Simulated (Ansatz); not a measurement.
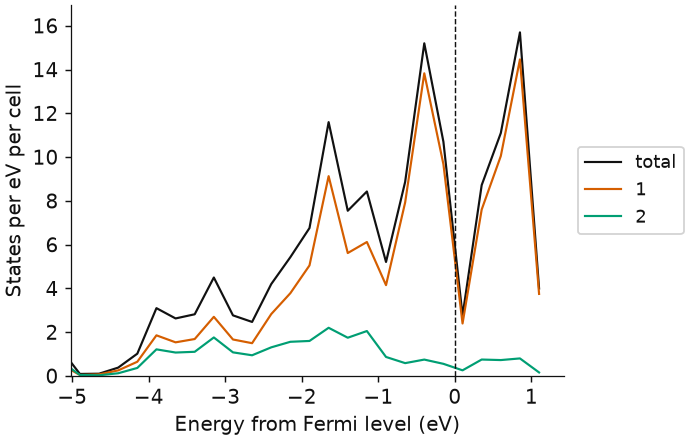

Density of states. Energies are counted from the Fermi level. The partial curves are projected on Löwdin-orthogonalised atomic shells.

Structure: Ti$_{3}$Al, space group P6_3/mmc, 8 atoms in the cell, a database entry, rescaled; a = 5.85 Å, b = 5.85 Å, c = 4.71 Å, α = 90.00°, β = 90.00°, γ = 120.00°.

Method: DFT with r2SCAN, PAW plane waves, no spin polarisation, 7×7×7 k mesh, cold smearing of 0.044 eV (Ansatz 0.2.0).

Question: Assign each number in the legend. The candidates: Al, Ti.

Answer: 1 is Ti; 2 is Al.

Question: What is the density of states at the Fermi level?

Answer: It is a metal. The density of states at the Fermi level isn't well fixed here: it changes fast, and within 0.3 eV it runs from 2.8 to 13 per eV and cell.

The atoms aren't at rest in this cell (largest force 0.4 eV/Å), so the relaxed material can differ. The cell is at −6 GPa in this functional.
